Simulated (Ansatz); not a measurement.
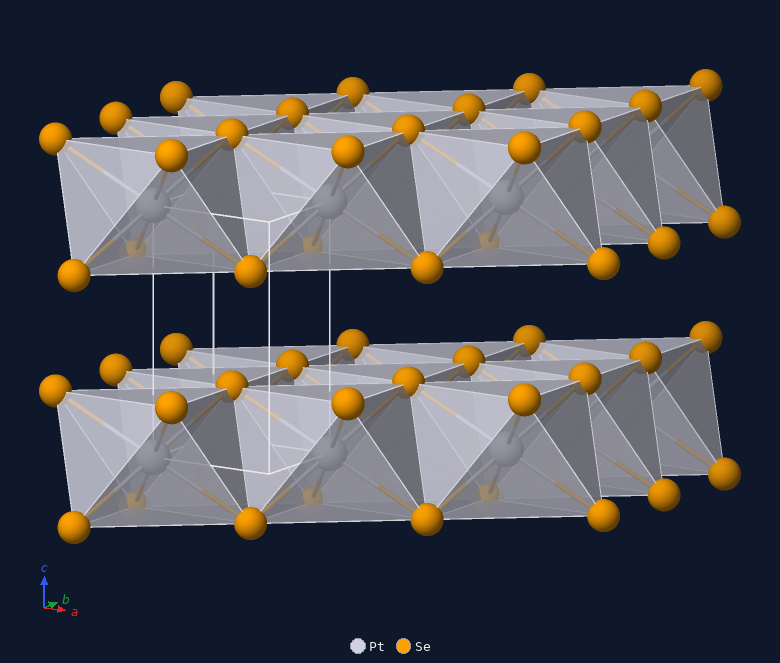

Polyhedra are drawn about Pt (bonds: Pt–Se below 2.8 Å); other atoms are plain spheres.

PtSe₂ (space group P-3m1, No. 164). Coordinates: the input geometry of an electronic-structure calculation (not necessarily at equilibrium); the starting structure was generated, so it need not be a known form of this composition.

Sharing among the drawn polyhedra:

| site | polyhedron | corner-sharing neighbours | edge-sharing | face-sharing | bond (Å) |
| --- | --- | --- | --- | --- | --- |
| Pt | PtSe6 octahedron | 0 | 6 | 0 | 2.51 |

They form layers of edge-sharing octahedra parallel to (001).
